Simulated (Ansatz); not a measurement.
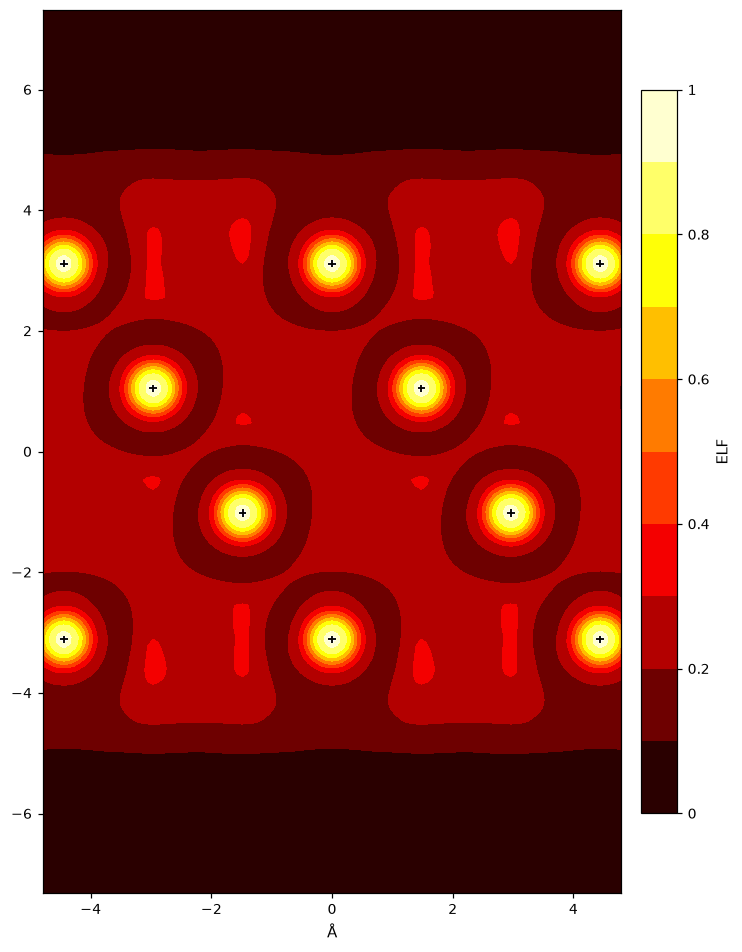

The ELF on a plane through atoms (crosses mark nuclei in the plane).

Level of theory: DFT PBE, scalar-relativistic, plane waves, PAW in Ansatz.

Candidates:
A. Cu$_{16}$Cl (slab), a = 5.13 Å, b = 5.13 Å, c = 25.29 Å, α = 90.00°, β = 90.00°, γ = 120.00°. Computed without spin polarisation.
B. Cu (slab), a = 5.13 Å, b = 5.13 Å, c = 23.29 Å, α = 90.00°, β = 90.00°, γ = 120.00°. Computed without spin polarisation.
C. Ru, a = 2.72 Å, b = 2.72 Å, c = 4.30 Å, α = 90.00°, β = 90.00°, γ = 120.00°. Space group P6₃/mmc; computed without spin polarisation.

Which candidate gave the map?

Candidate B: Cu on the (110) plane of the calculation cell, a cut from vacuum to vacuum, which holds Cu. Cu–Cu (2.57 Å): the ELF is about 0.20 at the midpoint: no shared electron pair shows on this line.
